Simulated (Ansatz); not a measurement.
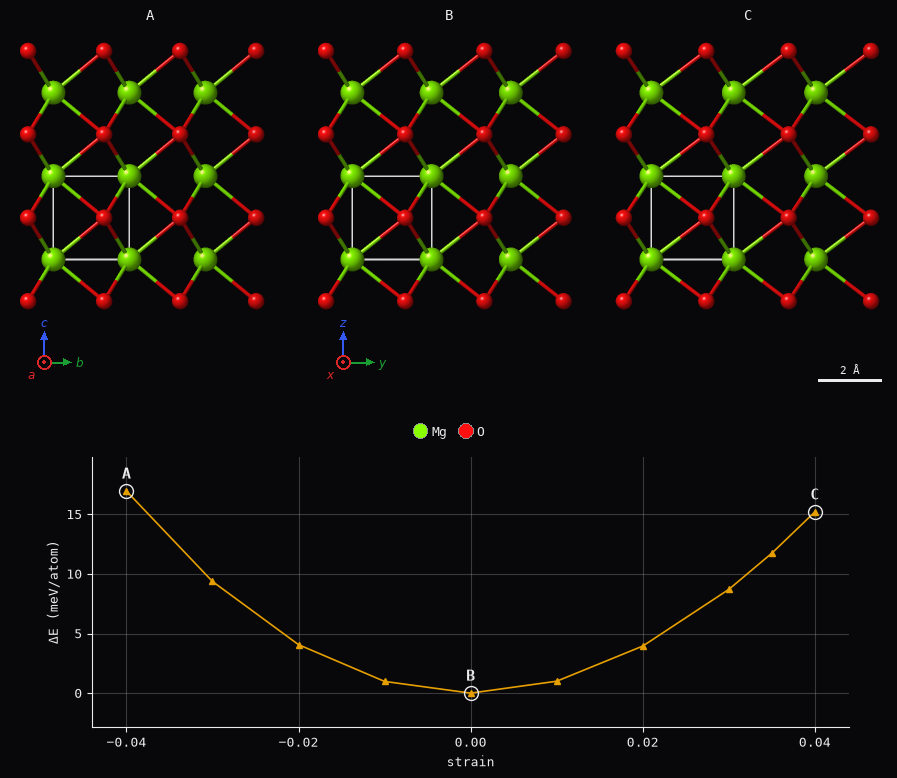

Energy scan for crystalline MgO (P-6m2), in which the cell is strained along y alone, with the atoms kept at their fractional coordinates. x, y and z are the Cartesian axes of the input. The lettered frames are marked on the plot. The picture is a ball-and-stick view of the cell of the calculation, repeated 2 × 2 × 2 with one cell outlined, seen along the a axis.

Level of theory: Ansatz 0.2.0, DFT PBE, scalar-relativistic, plane waves, PAW. Settings: plane-wave cutoff 420 eV; k-point mesh 9 × 9 × 8; occupations gaussian; smearing width 0.05 eV; no spin polarisation. Energies (free energies at the smearing named) are counted from the cell as listed in its source, which wasn't relaxed.

Describe the profile.

The lowest computed point lies at the strain 0.00 (0.0 meV/atom). At the ends of the scan the energy is 16.9 meV/atom (−0.04) and 15.2 meV/atom (0.04). The curvature at zero strain, (1/V) d²E/dε², is about 320 GPa; it is C₂₂ with clamped ions. The distortion takes the space group from P-6m2 to Amm2. At the strain −0.04 the cell of the drawing goes b 2.938 → 2.850 Å, γ 120.0° → 121.0°.

The computed points:

| strain | ΔE (meV/atom) |
| --- | --- |
| −0.040 | 16.9 |
| −0.030 | 9.4 |
| −0.020 | 4.1 |
| −0.010 | 1.0 |
| 0.000 | 0.0 |
| 0.010 | 1.0 |
| 0.020 | 3.9 |
| 0.030 | 8.7 |
| 0.035 | 11.7 |
| 0.040 | 15.2 |
